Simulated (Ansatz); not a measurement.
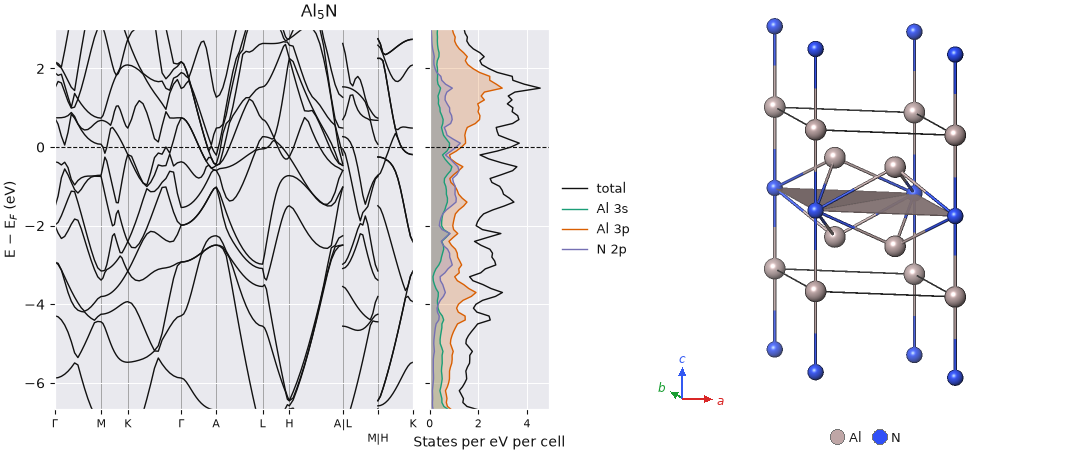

Band structure and density of states, beside the structure. Energies are counted from the Fermi level. The partial curves are projected on Löwdin-orthogonalised atomic shells.

System: Al5N, space group P6/mmm, 6 atoms in the cell.

```cif
data_structure
_symmetry_space_group_name_H-M 'P6/mmm'
_symmetry_Int_Tables_number 191
_cell_length_a 4.5889
_cell_length_b 4.5889
_cell_length_c 5.2361
_cell_angle_alpha 90.000
_cell_angle_beta 90.000
_cell_angle_gamma 120.000
_cell_volume 95.49
loop_
_atom_site_label
_atom_site_type_symbol
_atom_site_symmetry_multiplicity
_atom_site_Wyckoff_symbol
_atom_site_fract_x
_atom_site_fract_y
_atom_site_fract_z
_atom_site_occupancy
Al1 Al 4 h 0.66667 0.33333 0.74531 1
Al2 Al 1 a 0.00000 0.00000 0.00000 1
N1 N 1 b 0.00000 0.00000 0.50000 1
```

Computed with Ansatz 0.2.0: DFT PBE, scalar-relativistic, plane waves, PAW, no spin polarisation, 12×12×8 k mesh, Gaussian smearing of 0.1 eV.

> Does this material conduct, going by its bands?

A metal: 6 bands cross the Fermi level along this path.

> Which states dominate at the Fermi level?

By projected weight, the states within 0.3 eV of the Fermi level are Al 3p (40 %), N 2p (35 %) and Al 3s (25 %).

> What is the density of states at the Fermi level?

The density of states at the Fermi level is about 3 per eV and cell (mean within 0.25 eV), or 0.5 per atom.

The structure is an invented one, so it need not be a known or stable phase. The starting guess was a poor one.
